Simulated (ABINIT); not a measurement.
**WS2: dielectric calculation (part 1 of 3)**

System: WS2 (P6₃/mmc, 6 atoms in the cell).
Method: Kohn-Sham DFT of a periodic cell, PBE, PseudoDojo NC SR PBE v0.4.1 standard, no spin polarisation (ABINIT 10.8.3).

The structure derives from an entry of the Crystallography Open Database.

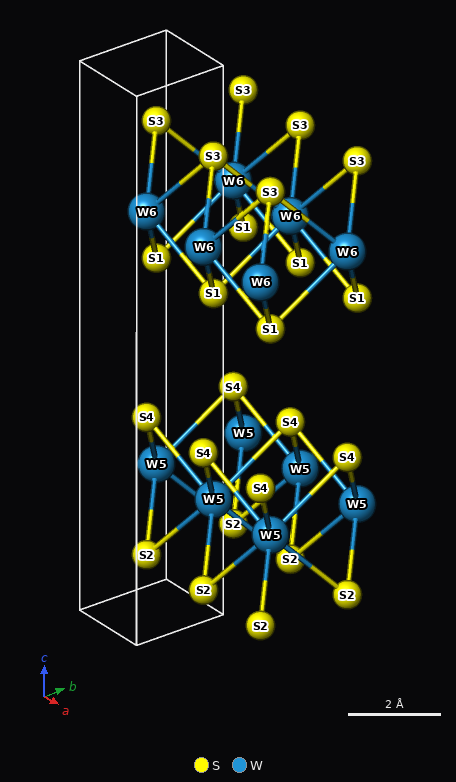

**Figure 1.** The structure as given in the input (ball-and-stick view of the cell of the calculation, repeated 3 × 2 × 1, seen slightly off an axis; atoms are numbered from 1 in the order of the input).

Key numbers:

- outcome: converged
- space group (tolerance 0.01 Å): P6₃/mmc (194)
- electrons treated: 52
- free energy: −5334.3051 eV
- Fermi energy of the self-consistent step: 9.054 eV
- pressure: 2.26 GPa
- largest force (length of the vector): 0.134 eV/Å
- ε∞ (xx, yy, zz): 13.73, 13.73, 5.65
- Born charges (mean of the diagonal): W5, W6 (−0.48 e); all 4 S atoms (0.24 e)
- hardware: 1 thread of Intel Xeon (Granite Rapids), 128 GiB of memory available, shared host
- wall time: 2 h
- peak memory: 1.3 GiB

Notes:

Spin–orbit coupling is left out, which matters for W.

Input:
```
# Datasets
ndtset 3

# Pseudopotentials
pp_dirpath "./"
pseudos "S.upf, W.upf"

# Structure
acell 3*1.0 Angstrom
rprim
     3.1800000000     0.0000000000     0.0000000000
    -1.5900000000     2.7539607840     0.0000000000
     0.0000000000     0.0000000000    12.5000000000
ntypat 2
znucl 16 74
natom 6
typat 1 1 1 1 2 2
xred
            1/3            2/3            5/8
            2/3            1/3            1/8
            1/3            2/3            7/8
            2/3            1/3            3/8
            1/3            2/3            1/4
            2/3            1/3            3/4

# Plane-wave basis
ecut 37.0

# k points
ngkpt 8 8 4
nshiftk 1
shiftk 0.0 0.0 0.5

# Exchange and correlation
ixc 11

# Bands and occupations
nband 26
occopt 1

# SCF cycle
nstep 80
diemac 6.0

# Output
prteig 0
prtebands 0
prtwf 0
prtden 0
prtpot 0

# Dataset 1: ground state
kptopt1 1
tolvrs1 1.0e-15
prtwf1 1

# Dataset 2: derivatives of the wave functions by k
iscf2 -3
rfelfd2 2
rfdir2 1 1 1
getwfk2 1
kptopt2 2
nqpt2 1
qpt2 0.0 0.0 0.0
tolwfr2 1.0e-18
prtwf2 1

# Dataset 3: response at q = 0 to electric field
rfelfd3 3
rfdir3 1 1 1
getwfk3 1
getddk3 2
kptopt3 2
nqpt3 1
qpt3 0.0 0.0 0.0
tolvrs3 1.0e-8
```

File mrgddb.in:
```
merged_DDB
WS2
2
runo_DS1_DDB
runo_DS3_DDB
```

File anaddb.abi:
```
ddb_filepath "merged_DDB"
output_file "anaddb.abo"
outdata_prefix "ana"
asr 1
chneut 1
dipdip 1
dieflag 2
enunit 0
```

Command:
```bash
abinit run.abi > log 2>&1
mrgddb < mrgddb.in > mrgddb.log 2>&1
anaddb anaddb.abi > anaddb.log 2>&1
```

Log:
```
.Version 10.8.3 of ABINIT
 DATASET    1 : space group P6_3/m m c (#194); Bravais hP (primitive hexag.)
================================================================================
 Values of the parameters that define the memory need for DATASET  1.
     intxc =       0    ionmov =       0      iscf =       7    lmnmax =       8
     lnmax =       8     mgfft =     135  mpssoang =       4    mqgrid =    6469
     natom =       6  nloc_mem =       1    nspden =       1   nspinor =       1
    nsppol =       1      nsym =      24    n1xccc =    2501    ntypat =       2
    occopt =       1   xclevel =       2
       mpw =        7962          nfft =      174960          nkpt =          20
================================================================================
================================================================================

 DATASET    2 : space group P6_3/m m c (#194); Bravais hP (primitive hexag.)
================================================================================
 Values of the parameters that define the memory need for DATASET  2 (RF).
     intxc =       0      iscf =      -3    lmnmax =       8     lnmax =       8
     mgfft =     135  mpssoang =       4    mqgrid =    6469     natom =       6
  nloc_mem =       1    nspden =       1   nspinor =       1    nsppol =       1
      nsym =      24    n1xccc =    2501    ntypat =       2    occopt =       1
   xclevel =       2
      nfft =      174960          nkpt =         128
================================================================================
================================================================================

 DATASET    3 : space group P6_3/m m c (#194); Bravais hP (primitive hexag.)
================================================================================
 Values of the parameters that define the memory need for DATASET  3 (RF).
     intxc =       0      iscf =       7    lmnmax =       8     lnmax =       8
     mgfft =     135  mpssoang =       4    mqgrid =    6469     natom =       6
  nloc_mem =       1    nspden =       1   nspinor =       1    nsppol =       1
      nsym =      24    n1xccc =    2501    ntypat =       2    occopt =       1
   xclevel =       2
      nfft =      174960          nkpt =         128
================================================================================
================================================================================

--------------------------------------------------------------------------------
------------- Echo of variables that govern the present computation ------------
--------------------------------------------------------------------------------
 -outvars: echo values of preprocessed input variables --------
            acell      1.8897261259E+00  1.8897261259E+00  1.8897261259E+00 Bohr
              amu      3.20660000E+01  1.83850000E+02
           diemac      6.00000000E+00
             ecut      3.70000000E+01 Hartree
           getddk1          0
           getddk2          0
           getddk3          2
           getwfk1          0
           getwfk2          1
           getwfk3          1
             iscf1          7
             iscf2         -3
             iscf3          7
              ixc          11
           jdtset        1    2    3
                       outvar_i_n : Printing only first  50 k-points.
           kptopt1          1
           kptopt2          2
           kptopt3          2
         kptrlatt        8    0    0      0    8    0      0    0    4
          kptrlen      4.80746326E+01
            natom           6
            nband1         26
            nband2         26
            nband3         26
           ndtset           3
            ngfft          36      36     135
             nkpt1         20
             nkpt2        128
             nkpt3        128
             nqpt1          0
             nqpt2          1
             nqpt3          1
            nstep          80
             nsym          24
           ntypat           2
        optdriver1          0
        optdriver2          1
        optdriver3          1
           prtden           0
        prtebands           0
           prteig           0
            prtwf1          1
            prtwf2          1
            prtwf3          0
           rfelfd1          0
           rfelfd2          2
           rfelfd3          3
            rprim      3.1800000000E+00  0.0000000000E+00  0.0000000000E+00
                      -1.5900000000E+00  2.7539607840E+00  0.0000000000E+00
                       0.0000000000E+00  0.0000000000E+00  1.2500000000E+01
           shiftk      0.00000000E+00  0.00000000E+00  5.00000000E-01
          spgroup         194
           tolvrs1     1.00000000E-15
           tolvrs2     0.00000000E+00
           tolvrs3     1.00000000E-08
           tolwfr1     0.00000000E+00
           tolwfr2     1.00000000E-18
           tolwfr3     0.00000000E+00
            typat      1  1  1  1  2  2
                       outvars : Printing only first  50 k-points.
           xangst      1.9492142795E-17  1.8359738560E+00  7.8125000000E+00
                       1.5900000000E+00  9.1798692800E-01  1.5625000000E+00
                       1.9492142795E-17  1.8359738560E+00  1.0937500000E+01
                       1.5900000000E+00  9.1798692800E-01  4.6875000000E+00
                       1.9492142795E-17  1.8359738560E+00  3.1250000000E+00
                       1.5900000000E+00  9.1798692800E-01  9.3750000000E+00
            xcart      3.6834811490E-17  3.4694877622E+00  1.4763485359E+01
                       3.0046645402E+00  1.7347438811E+00  2.9526970717E+00
                       3.6834811490E-17  3.4694877622E+00  2.0668879502E+01
                       3.0046645402E+00  1.7347438811E+00  8.8580912152E+00
                       3.6834811490E-17  3.4694877622E+00  5.9053941435E+00
                       3.0046645402E+00  1.7347438811E+00  1.7716182430E+01
             xred      3.3333333333E-01  6.6666666667E-01  6.2500000000E-01
                       6.6666666667E-01  3.3333333333E-01  1.2500000000E-01
                       3.3333333333E-01  6.6666666667E-01  8.7500000000E-01
                       6.6666666667E-01  3.3333333333E-01  3.7500000000E-01
                       3.3333333333E-01  6.6666666667E-01  2.5000000000E-01
                       6.6666666667E-01  3.3333333333E-01  7.5000000000E-01
            znucl       16.00000   74.00000

================================================================================

 chkinp: Checking input parameters for consistency, jdtset=   1.

 chkinp: Checking input parameters for consistency, jdtset=   2.

 chkinp: Checking input parameters for consistency, jdtset=   3.

================================================================================
== DATASET  1 ==================================================================

--- !DatasetInfo
iteration_state: {dtset: 1, }
dimensions: {natom: 6, nkpt: 20, mband: 26, nsppol: 1, nspinor: 1, nspden: 1, mpw: 7962, }
cutoff_energies: {ecut:  37.0, pawecutdg:  -1.0, }
electrons: {nelect:   5.20000000E+01, charge:   0.00000000E+00, occopt:   1.00000000E+00, tsmear:   1.00000000E-02, }
meta: {optdriver: 0, ionmov: 0, optcell: 0, iscf: 7, paral_kgb: 0, }
...

 Exchange-correlation functional for the present dataset will be:
  GGA: Perdew-Burke-Ernzerhof functional - ixc=11
  J.P.Perdew, K.Burke, M.Ernzerhof, PRL 77, 3865 (1996)

 Real(R)+Recip(G) space primitive vectors, cartesian coordinates (Bohr,Bohr^-1):
 R(1)=  6.0093291  0.0000000  0.0000000  G(1)=  0.1664079  0.0960757  0.0000000
 R(2)= -3.0046645  5.2042316  0.0000000  G(2)=  0.0000000  0.1921513  0.0000000
 R(3)=  0.0000000  0.0000000 23.6215766  G(3)=  0.0000000  0.0000000  0.0423342
 Unit cell volume ucvol=  7.3873978E+02 bohr^3
 Angles (23,13,12)=  9.00000000E+01  9.00000000E+01  1.20000000E+02 degrees

 getcut: wavevector=  0.0000  0.0000  0.0000  ngfft=  36  36 135
         ecut(hartree)=     37.000   => boxcut(ratio)=   2.07171

--- Pseudopotential description ------------------------------------------------
- pspini: atom type   1  psp file is ./S.upf
  16.00000   6.00000  171031                  znucl, zion, pspdat
12 -101130 2 -1 1146                          pspcod,pspxc,lmax,lloc,mmax
     nproj     2     2     2     0

- pspini: atom type   2  psp file is ./W.upf
  74.00000  14.00000  171031                  znucl, zion, pspdat
12 -101130 3 -1 1396                          pspcod,pspxc,lmax,lloc,mmax
     nproj     2     2     2     2

   3.09335787E+03                                ecore*ucvol(ha*bohr**3)
--------------------------------------------------------------------------------

================================================================================

--- !BeginCycle
iteration_state: {dtset: 1, }
solver: {iscf: 7, nstep: 80, nline: 4, wfoptalg: 0, }
tolerances: {tolvrs: 1.00E-15, }
...

     iter   Etot(hartree)      deltaE(h)  residm     vres2
 ETOT  1  -195.56312160287    -1.956E+02 9.646E-02 6.617E+02
 ETOT  2  -195.42038624240     1.427E-01 2.706E-02 8.413E+03
 ETOT  3  -196.00009507363    -5.797E-01 4.388E-03 3.794E+02
 ETOT  4  -196.03060842581    -3.051E-02 9.431E-04 2.455E+01
 ETOT  5  -196.03188137434    -1.273E-03 4.328E-05 3.882E+00
 ETOT  6  -196.03209053369    -2.092E-04 1.581E-05 3.192E-02
 ETOT  7  -196.03209508465    -4.551E-06 1.144E-06 1.495E-03
 ETOT  8  -196.03209538515    -3.005E-07 7.008E-07 1.551E-03
 ETOT  9  -196.03209551211    -1.270E-07 5.336E-08 5.339E-05
 ETOT 10  -196.03209552479    -1.268E-08 3.708E-08 4.328E-06
 ETOT 11  -196.03209552678    -1.992E-09 2.754E-09 1.404E-06
 ETOT 12  -196.03209552722    -4.397E-10 1.890E-09 9.341E-10
 ETOT 13  -196.03209552729    -7.753E-11 1.453E-10 2.030E-08
 ETOT 14  -196.03209552732    -2.504E-11 9.986E-11 2.505E-11
 ETOT 15  -196.03209552731     6.622E-12 7.774E-12 2.090E-11
 ETOT 16  -196.03209552733    -1.330E-11 5.365E-12 5.154E-12
 ETOT 17  -196.03209552733    -2.927E-12 4.194E-13 1.092E-11
 ETOT 18  -196.03209552732     5.912E-12 2.912E-13 2.432E-14
 ETOT 19  -196.03209552732     2.643E-12 2.284E-14 2.219E-14
 ETOT 20  -196.03209552732    -2.984E-12 1.593E-14 1.605E-15
 ETOT 21  -196.03209552733    -6.224E-12 1.251E-15 1.152E-14
 ETOT 22  -196.03209552732     7.560E-12 8.746E-16 3.606E-15
 ETOT 23  -196.03209552732    -2.075E-12 6.884E-17 7.044E-16

 At SCF step   23       vres2   =  7.04E-16 < tolvrs=  1.00E-15 =>converged.

 Cartesian components of stress tensor (hartree/bohr^3)
  sigma(1 1)= -5.58428419E-05  sigma(3 2)=  0.00000000E+00
  sigma(2 2)= -5.58428418E-05  sigma(3 1)=  0.00000000E+00
  sigma(3 3)= -1.19214757E-04  sigma(2 1)=  0.00000000E+00

--- !ResultsGS
iteration_state: {dtset: 1, }
comment   : Summary of ground state results
lattice_vectors:
- [  6.0093291,   0.0000000,   0.0000000, ]
- [ -3.0046645,   5.2042316,   0.0000000, ]
- [  0.0000000,   0.0000000,  23.6215766, ]
lattice_lengths: [   6.00933,    6.00933,   23.62158, ]
lattice_angles: [ 90.000,  90.000, 120.000, ] # degrees, (23, 13, 12)
lattice_volume:   7.3873978E+02
convergence: {deltae: -2.075E-12, res2:  7.044E-16, residm:  6.884E-17, diffor: null, }
etotal    :  -1.96032096E+02
entropy   :   0.00000000E+00
fermie    :   3.32719064E-01
cartesian_stress_tensor: # hartree/bohr^3
- [ -5.58428419E-05,   0.00000000E+00,   0.00000000E+00, ]
- [  0.00000000E+00,  -5.58428418E-05,   0.00000000E+00, ]
- [  0.00000000E+00,   0.00000000E+00,  -1.19214757E-04, ]
pressure_GPa:   2.2644E+00
xred      :
- [  3.3333E-01,   6.6667E-01,   6.2500E-01,  S]
- [  6.6667E-01,   3.3333E-01,   1.2500E-01,  S]
- [  3.3333E-01,   6.6667E-01,   8.7500E-01,  S]
- [  6.6667E-01,   3.3333E-01,   3.7500E-01,  S]
- [  3.3333E-01,   6.6667E-01,   2.5000E-01,  W]
- [  6.6667E-01,   3.3333E-01,   7.5000E-01,  W]
cartesian_forces: # hartree/bohr
- [ -9.70834609E-29,  -1.07790697E-28,  -2.61259355E-03, ]
- [  8.21475439E-29,  -4.31162787E-30,  -2.61259355E-03, ]
- [ -7.46795853E-30,   4.74279066E-29,   2.61259355E-03, ]
- [  3.73397927E-29,   7.32976738E-29,   2.61259355E-03, ]
- [  3.50994051E-28,  -4.18227903E-28,   7.22801565E-20, ]
- [ -3.65929968E-28,   4.09604648E-28,   7.22801332E-20, ]
force_length_stats: {min:   7.22801332E-20, max:   2.61259355E-03, mean:   1.74172903E-03, }
...

 Integrated electronic density in atomic spheres:
 ------------------------------------------------
 Atom  Sphere_radius  Integrated_density
    1        2.00000          3.95885379
    2        2.00000          3.96294875
    3        2.00000          3.96294875
    4        2.00000          3.95885379
    5        2.00000         10.15789865
    6        2.00000         10.15789865
================================================================================
```
